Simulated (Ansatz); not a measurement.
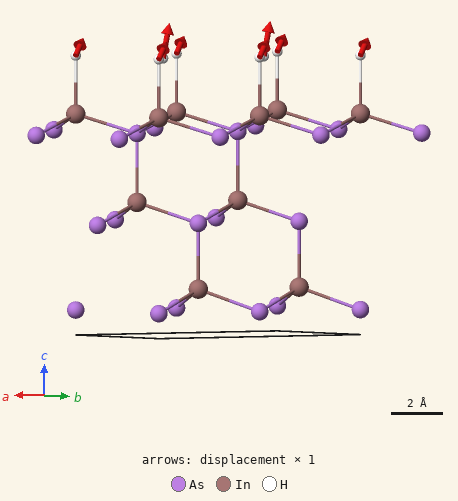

This is a constrained relaxation of a slab of composition In3As3H2 (cut from the F-43m phase). The starting structure is drawn; red arrows show the displacements, at their true length.

A ball-and-stick model of the 2 × 1 repeat of the cell, outlined in the plane, without the vacuum, seen from a free direction.

Case: H2 put at a top In site. The slab is the (1 1 1) face of InAs with H2 on it. 3 atoms are held fixed.

Level of theory: DFT PBEsol, scalar-relativistic, plane waves, PAW (Ansatz 0.2.0).

Input
```yaml
crystal:
  lattice:
    - [4.304488435, 0.0, 0.0]
    - [-2.1522442175, 3.727796335, 0.0]
    - [0.0, 0.0, 26.9078502021]
  atoms:
    - { symbol: As, position: [0.0, 0.0, 0.3158929434] }
    - { symbol: In, position: [0.3333333333, 0.6666666667, 0.3485469836] }
    - { symbol: As, position: [0.3333333333, 0.6666666667, 0.4465091042] }
    - { symbol: In, position: [0.6666666667, 0.3333333333, 0.4769106334] }
    - { symbol: As, position: [0.6666666667, 0.3333333333, 0.579500937] }
    - { symbol: In, position: [0.0, 0.0, 0.6075494788] }
    - { symbol: H, position: [0.0, 0.0, 0.6945129479] }
    - { symbol: H, position: [-0.179958431, -0.1678872464, 0.6945129479] }
basis:
  ecutwfc: 420
kpoints:
  mp_grid: { grid: [9, 9, 1] }
hamiltonian:
  xc: pbesol
scf:
  occupations: { method: gaussian, width: 0.1 }
output:
  forces: true
  eigenvalues: true
  write_density: true
  write_potential: true
  elf: true
  volumetric_format: npy
relax:
  adjacent_minimum: "off"
  f_tol: 0.03
  max_steps: 70
  constraints: [{ sites: [0, 1, 2] }]
efield:
  axis: 3
  dipole_correction: true
  ramp_width: 0.04
```

Run as
```bash
ansatz run input.yaml --threads 4 --pin off --max-ram 10240MiB --backend cpu --events-out ev --progress --plain --runs-dir out
```

Which element moves most?

Hydrogen: up to 1.44 Å, against 0.02 Å for indium.

What happened in the run?

After 18 accepted moves (21 points after the start) the energy has fallen by 0.259 eV per cell of the calculation. Largest force component: 0.67 eV/Å at the start, 0.0085 eV/Å at the end. The line search rejected the trial steps at points 12, 17 of the run. 1 step only repeated the SCF at the same geometry. The forces were under the threshold at step 9, but the run went on from there. The atom that moves furthest is H8 (1.44 Å at 12° to the normal (+c side)). Largest moves by element: H 1.44 Å, In 0.02 Å, As 0.02 Å. The cell doesn't change. Near-neighbour distances that change, for instance: In6–H7 2.340 → 3.123 Å, H7–H8 0.750 → 0.762 Å, In4–As5 2.760 → 2.755 Å. Cost: 11 min on 4 threads of Arm Neoverse V2 (shared host), peak memory 1.4 GiB.

Limits of the set-up: the periodic images lie only 4.3 Å apart, so the values are limited by the cell's size.
